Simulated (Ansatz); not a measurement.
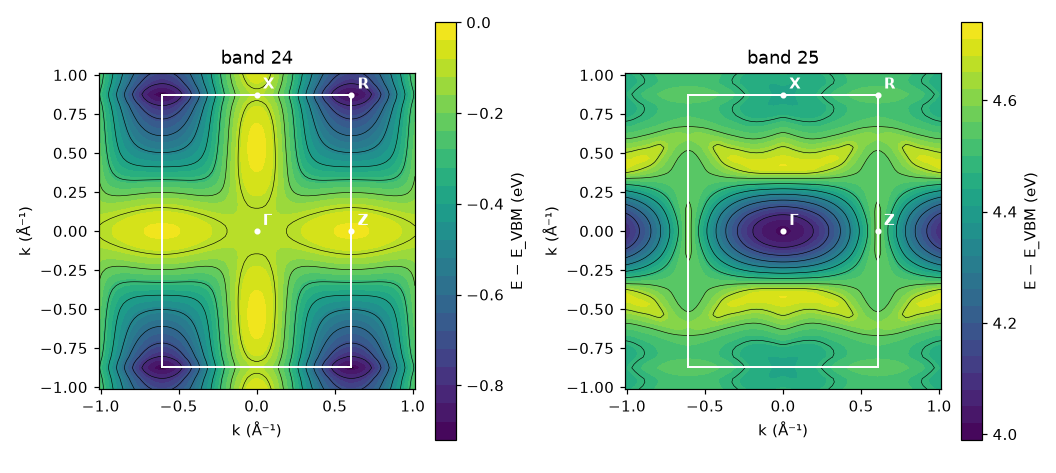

Two bands of ZrO₂ (P4_2/nmc) over the plane through Γ, Z and R: the highest mostly filled and the lowest mostly empty one.

Level of theory: Ansatz 0.2.0, DFT PBE, scalar-relativistic, plane waves, PAW; levels and slopes on a dense k mesh at the converged density. No spin polarisation. k mesh for the levels: 26×26×20. Cell and positions as given, without relaxation (residual pressure 5 GPa).

Q: Give both levels and their distance at the named points.

A:
| point | lower band (eV) | upper band (eV) | distance (eV) |
| --- | --- | --- | --- |
| Γ | −0.12 | 4.01 | 4.13 |
| Z | −0.03 | 4.58 | 4.61 |
| R | −0.91 | 4.55 | 5.46 |
| X | −0.12 | 4.43 | 4.55 |

Q: Where are the band edges of the whole zone?

A: The valence band has four equivalent maxima on the M–Γ line, nearly flat in one direction, with masses 0.69 and 2.46 mₑ across; the conduction band has one minimum at Γ, principal masses 0.60, 0.60 and 2.17 mₑ. The gap is indirect, 4.01 eV at this level of theory (semilocal functionals give gaps that are too small, and can reorder valleys that lie close). Another valley lies within 0.05 eV of an edge, so the kind of gap can change with the cell or the functional.

Spin-orbit coupling, left out here, can change the gap, its kind, the place of the band edges and the masses, since the compound holds Zr.
